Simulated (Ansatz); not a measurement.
**Run report: AlAs, geometry relaxation (part 2 of 2)**

AlAs (slab, 6 atoms in the cell); DFT PBEsol, scalar-relativistic, plane waves, PAW, no spin polarisation (Ansatz 0.2.0); cutoff 420 eV, 7×7×1 k-mesh, Gaussian smearing of 0.05 eV. The structure derives from an entry of the Crystallography Open Database. The input holds or restrains some coordinates. Forces given for the steps count only the free coordinates. It belongs to a series of runs on one base structure; here: clean slab, lower half held.

Geometry of the input (Å; fractional positions):
```
4.0125  0.0000  0.0000
0.0000  4.0125  0.0000
0.0000  0.0000  24.0932
As 0.0000  0.5000  0.3528
Al 0.5000  0.5000  0.4117
As 0.5000  0.0000  0.4706
Al 0.0000  0.0000  0.5294
As 0.0000  0.5000  0.5883
Al 0.5000  0.5000  0.6472
```

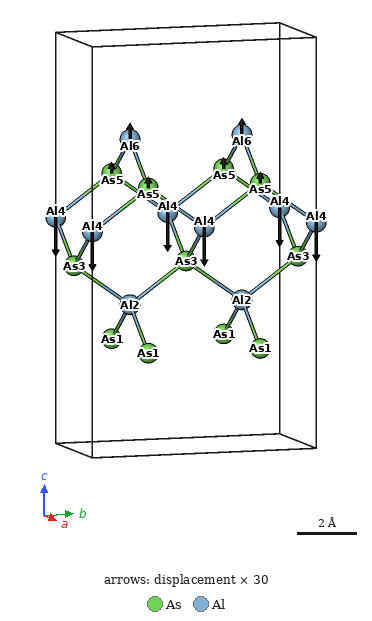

Figure 1. The starting structure with the displacements as black arrows, magnified 30 times (ball-and-stick view of the 1 × 2 repeat of the cell, with the vacuum cut short, seen slightly off an axis). After 2 geometry steps the energy has fallen by 2.4 meV per atom. The largest force component goes from 0.54 to 0.013 eV/Å. The largest move is that of Al4, 0.046 Å. Largest moves by element: Al 0.046 Å, As 0.014 Å. The cell stays as it was. Among the contacts that change: Al4–As5 2.457 → 2.492 Å, As3–Al4 2.457 → 2.431 Å. Among the angles that change: As5–Al4–As5 109.5° → 107.2°, Al4–As5–Al4 109.5° → 107.2°. (Atoms are counted from 1 in the order of the input.)

```
SCF converged after 7 iterations
Free energy (F): -16011.229868 eV
Harris-Foulkes:  -16011.229868 eV  (|F-HF|=4.32e-9)
Internal energy: -16011.221240 eV  (E = F + TS)
E sigma→0 (E₀):  -16011.225554 eV
Entropy (-TS):   -0.008628 eV (-1.438 meV/atom)
Fermi energy:    -1.103301 eV
Dipole field:    D = 0.062931 V/Å  (p = 0.134909 e·Å, saw-weighted, corrected)
Work function:   Φ+ = 4.5466 eV   Φ− = 6.0628 eV
Levels:          The Fermi level and band energies are counted from a zero that moves with the ramp; work functions are not
--- Per-component energies (eV) ---
  E_band       = -1212.071214
  E_kinetic    = 372.077403
  E_local      = -34489.193479  (includes V_loc(G=0)·N_el)
  E_nonlocal   = -1972.968834
  E_hartree    = 17255.933481
  E_xc         = -348.830258
  E_vxc        = -318.027356  (∫ρ·V_xc dr)
  E_paw        = -6742.970969  (= ΣΔE_a)
  E_vpaw       = 682.554172  (= ΣTr[D̂ρ^β])
  E_aug_tail   = 0.000016  (compensation charges beyond the density's cutoff)
  E_efield     = 0.004245  (sawtooth field / dipole correction)
  E_vefield    = 1.607444  (∫n·V_field dr)
  E_ewald      = 9911.770452
  E_core_change = 2.956703  (= ΣΔE_core)
  E_smearing   = -0.008628  (= −TS)
  E_closure    = 0.000000  (closes the sum)
  Σ components = -16011.229868   (vs F -16011.229868, Δ=0.00e0)
--- Forces (eV/Å), atoms counted from 1 ---
  atom   1  As     0.00000000     0.00000000     0.22028859
  atom   2  Al     0.00000000     0.00000000    -0.51000839
  atom   3  As     0.00000000     0.00000000     0.28966611
  atom   4  Al     0.00000000     0.00000000    -0.00251658
  atom   5  As     0.00000000     0.00000000     0.01254494
  atom   6  Al     0.00000000     0.00000000    -0.00997597
  max |Σ_I F_I| component: 1.29e-6 eV/Å
--- Band table (eV; the first three rows and the last of 16) ---
  k-point 0: bands = ["-36.2624", "-36.2618", "-36.2575", "-36.2283", "-36.2170", "-35.8577", "-35.8518", "-35.8482", "-35.8377", "-35.8280", "-35.6247", "-35.5715", "-35.5710", "-35.4300", "-35.4226", "-13.0769", "-12.2097", "-10.8038", "-6.4309", "-4.5408", "-3.3871", "-3.2909", "-2.4992", "-2.2994", "-2.2594", "-1.2974", "-0.9189", "-0.0191", "0.3075", "0.9506", "1.5281", "1.9986", "2.3519"]
  k-point 1: bands = ["-36.2624", "-36.2617", "-36.2575", "-36.2281", "-36.2171", "-35.8577", "-35.8518", "-35.8483", "-35.8375", "-35.8281", "-35.6245", "-35.5716", "-35.5710", "-35.4300", "-35.4226", "-12.9609", "-12.1338", "-10.7795", "-6.3350", "-4.9225", "-3.5671", "-3.5238", "-3.2816", "-2.4411", "-1.6033", "-1.2905", "-1.2223", "-0.3806", "0.6005", "1.4906", "1.6276", "2.0661", "2.6456"]
  k-point 2: bands = ["-36.2626", "-36.2616", "-36.2575", "-36.2276", "-36.2172", "-35.8577", "-35.8518", "-35.8484", "-35.8369", "-35.8282", "-35.6240", "-35.5717", "-35.5711", "-35.4300", "-35.4226", "-12.6474", "-11.9661", "-10.7457", "-6.2439", "-5.7267", "-4.7168", "-3.6717", "-2.9960", "-2.3236", "-1.8154", "-1.2966", "-1.2705", "-0.9469", "0.4015", "1.2045", "1.7458", "2.4321", "3.6131"]
  k-point 15: bands = ["-36.2627", "-36.2611", "-36.2578", "-36.2262", "-36.2176", "-35.8581", "-35.8508", "-35.8486", "-35.8360", "-35.8286", "-35.6233", "-35.5717", "-35.5715", "-35.4303", "-35.4216", "-11.6941", "-11.3589", "-10.1501", "-6.6777", "-6.2205", "-5.9671", "-4.4120", "-4.1785", "-3.6906", "-3.3126", "-1.8085", "-1.7326", "-1.1323", "-0.7720", "1.2359", "1.7018", "2.3620", "2.5618"]
--- Relaxed structure (3 steps of the walk, 3 accepted, 0 SCFs on fresh bases) ---
  F+E_penalty+E_count = -16011.22986775 eV   max|allowed force component| = 1.254e-2 eV/Å
  atoms:
    - { symbol: As, position: [0.0, 0.5, 0.3527959719] }
    - { symbol: Al, position: [0.5, 0.5, 0.4116775831] }
    - { symbol: As, position: [0.5, 0.0, 0.4705591944] }
    - { symbol: Al, position: [0.0, 0.0, 0.5275418277002222] }
    - { symbol: As, position: [0.0, 0.5, 0.5888925353923015] }
    - { symbol: Al, position: [0.5, 0.5, 0.6480203045658167] }
```

## Trajectory as extended XYZ (Å, eV, eV/Å), 3 frames, from step=1 to step=3
```
6
Lattice="4.0125 0.0000 0.0000 0.0000 4.0125 0.0000 0.0000 0.0000 24.0932" Properties=species:S:1:pos:R:3:forces:R:3 step=1 energy=-16011.21524
As    0.0000    2.0063    8.5000    0.0000   0.0000   0.2182
Al    2.0063    2.0063    9.9186    0.0000   0.0000  -0.4619
As    2.0063    0.0000   11.3373    0.0000   0.0000   0.4836
Al    0.0000    0.0000   12.7559    0.0000   0.0000  -0.5393
As    0.0000    2.0063   14.1746    0.0000   0.0000   0.2225
Al    2.0063    2.0063   15.5932    0.0000   0.0000   0.0766
6
Lattice="4.0125 0.0000 0.0000 0.0000 4.0125 0.0000 0.0000 0.0000 24.0932" Properties=species:S:1:pos:R:3:forces:R:3 step=2 energy=-16011.22952
As    0.0000    2.0063    8.5000    0.0000   0.0000   0.2205
Al    2.0063    2.0063    9.9186    0.0000   0.0000  -0.5041
As    2.0063    0.0000   11.3373    0.0000   0.0000   0.2994
Al    0.0000    0.0000   12.7138    0.0000   0.0000  -0.0484
As    0.0000    2.0063   14.1846    0.0000   0.0000   0.0680
Al    2.0063    2.0063   15.6163    0.0000   0.0000  -0.0361
6
Lattice="4.0125 0.0000 0.0000 0.0000 4.0125 0.0000 0.0000 0.0000 24.0932" Properties=species:S:1:pos:R:3:forces:R:3 step=3 energy=-16011.22987
As    0.0000    2.0063    8.5000    0.0000   0.0000   0.2203
Al    2.0063    2.0063    9.9186    0.0000   0.0000  -0.5100
As    2.0063    0.0000   11.3373    0.0000   0.0000   0.2897
Al    0.0000    0.0000   12.7102    0.0000   0.0000  -0.0025
As    0.0000    2.0063   14.1883    0.0000   0.0000   0.0125
Al    2.0063    2.0063   15.6129    0.0000   0.0000  -0.0100
```

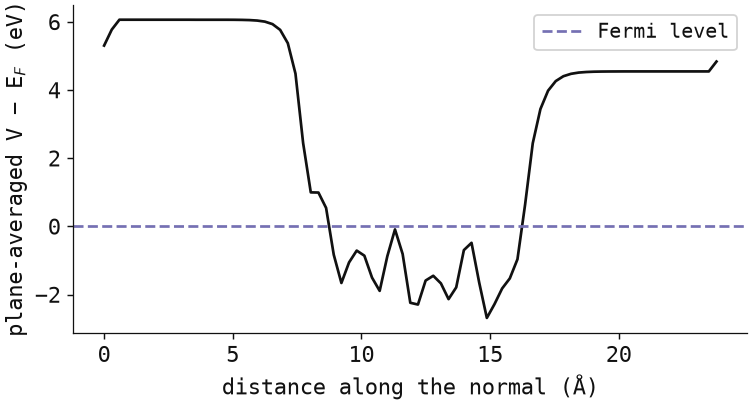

Figure 2. Plane average of the electrostatic potential energy of an electron across the cell, from the Fermi level. The vacuum level lies 4.55 eV above the Fermi level on the upper side and 6.06 eV on the lower.

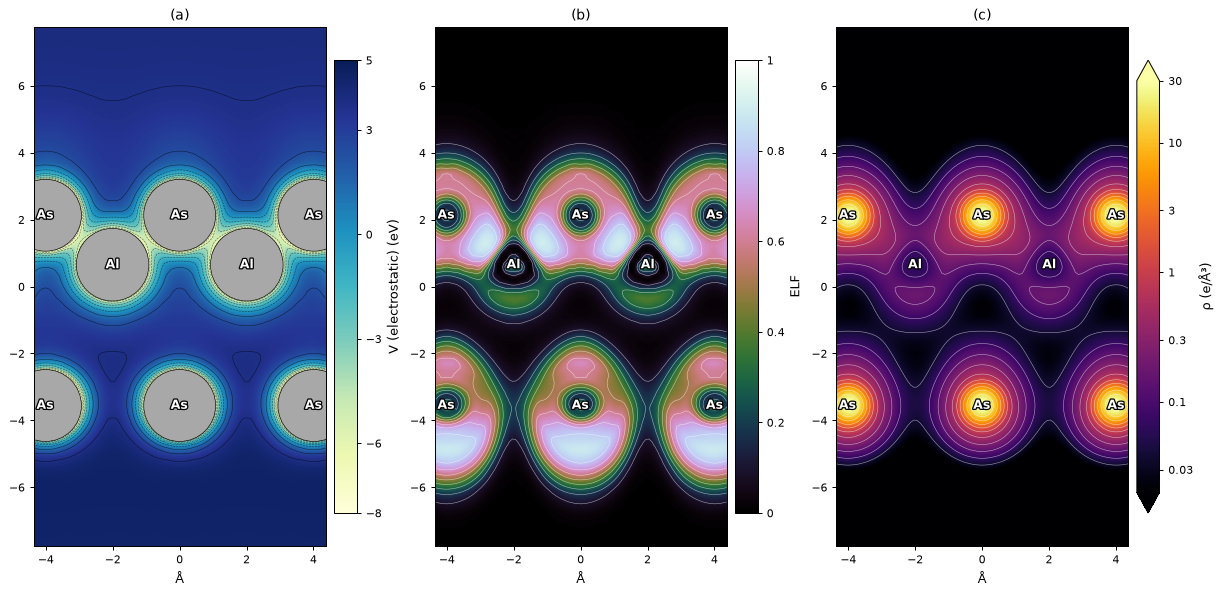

Figure 3. (a) electrostatic potential energy of an electron; (b) electron localisation function; (c) valence electron density on the (100) plane of the calculation cell, a cut from vacuum to vacuum. Grey discs, where drawn, cover atomic cores. Al–As (2.49 Å): ρ is about 0.43 e/Å³ halfway; the ELF peaks at about 0.90 between the atoms (a covalent bond). The density dies away to nearly zero in the vacuum. In a PAW calculation such maps are meaningful between the atoms, not at the nuclei.

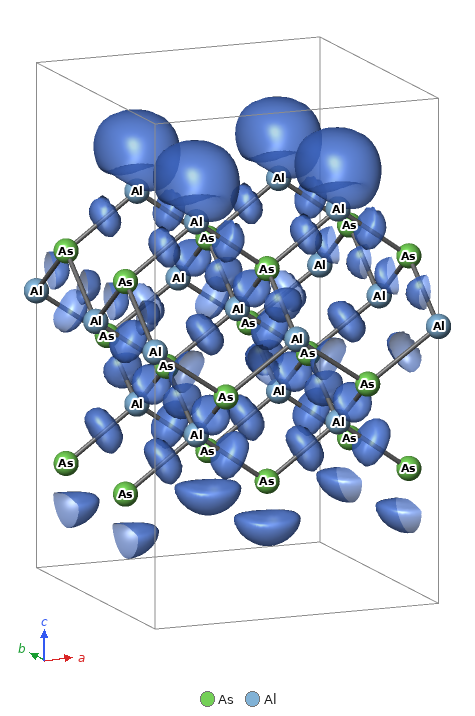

Figure 4. Isosurface of the electron localisation function at 0.8 (blue), seen slightly off an axis. Only the valence region is drawn (cores and ρ < 0.01 e/Å³ removed). Sticks mark near contacts. Al–As (2.49 Å): the ELF peaks at about 0.90 between the atoms, which marks a covalent bond.
